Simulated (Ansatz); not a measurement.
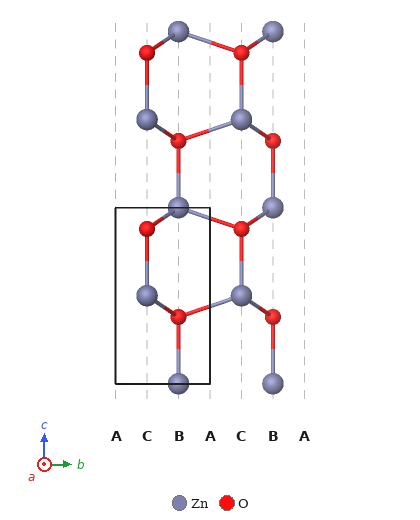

Projection along an edge of the hexagonal mesh, stacking direction c upwards. The dashed lines mark the three columns A (0, 0), B (1/3, 2/3) and C (2/3, 1/3). The sequence starts with the first layer at or above the cell's origin.

The compound is ZnO (space group P6_3mc, No. 186), taken as coordinates from a relaxation at fixed volume with DFT PBEsol, scalar-relativistic, plane waves, PAW in Ansatz.

> Give the sequence of layers in one repeat, with element and column.

Zn(B) – O(B) – Zn(C) – O(C) (four layers in 5.18 Å).

> How are the O layers alone stacked?

O layers alone: BC, the hexagonal close-packed type.

> Which positions between or in the O layers do the other atoms fill?

Zn: two tetrahedral sites in each hexagonal cell.

> What short polytype symbol fits?

Polytype symbol 2H, the symbol of a tetrahedral polytype (number of double layers in the repeat and lattice).

Heights of the layers:

```
layer  atoms (column)  height (Å)  to next (Å)
    1           Zn(B)        0.01         1.96
    2            O(B)        1.97         0.63
    3           Zn(C)        2.60         1.96
    4            O(C)        4.56         0.63
```
